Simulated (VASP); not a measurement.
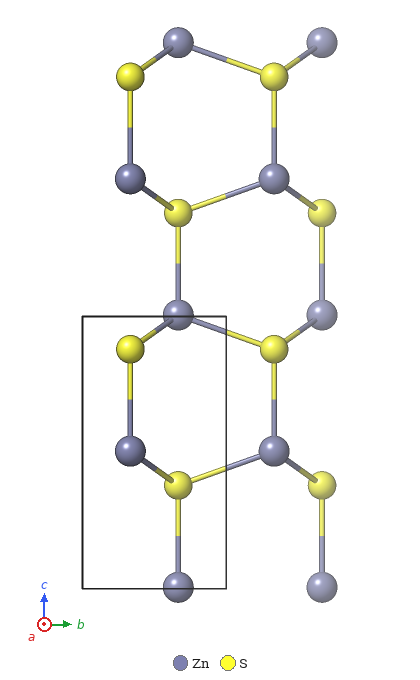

Projection along an edge of the hexagonal mesh, stacking direction c upwards. Every atom sits on one of the three columns of the mesh; call them A, B, C in the order in which they first turn up. The sequence starts with the first layer at or above the cell's origin.

ZnS: coordinates from a relaxation with VASP Kohn-Sham DFT of a periodic cell, r2SCAN, VASP PAW PBE potentials, recommended (VASP 6.6.1).

Question: Give the sequence of layers in one repeat, with element and column.

Answer: Zn(A) – S(A) – Zn(B) – S(B) (four layers in 6.25 Å).

Question: How are the S layers alone stacked?

Answer: S layers alone: AB, the hexagonal close-packed type.

Question: Which positions between or in the S layers do the other atoms fill?

Answer: Zn: two tetrahedral sites in each hexagonal cell.

Question: What short polytype symbol fits?

Answer: Polytype symbol 2H, the symbol of a tetrahedral polytype (number of double layers in the repeat and lattice).

Heights of the layers:

| layer | atoms (column) | height (Å) | to next (Å) |
| --- | --- | --- | --- |
| 1 | Zn(A) | 0.03 | 2.34 |
| 2 | S(A) | 2.37 | 0.79 |
| 3 | Zn(B) | 3.16 | 2.34 |
| 4 | S(B) | 5.49 | 0.79 |
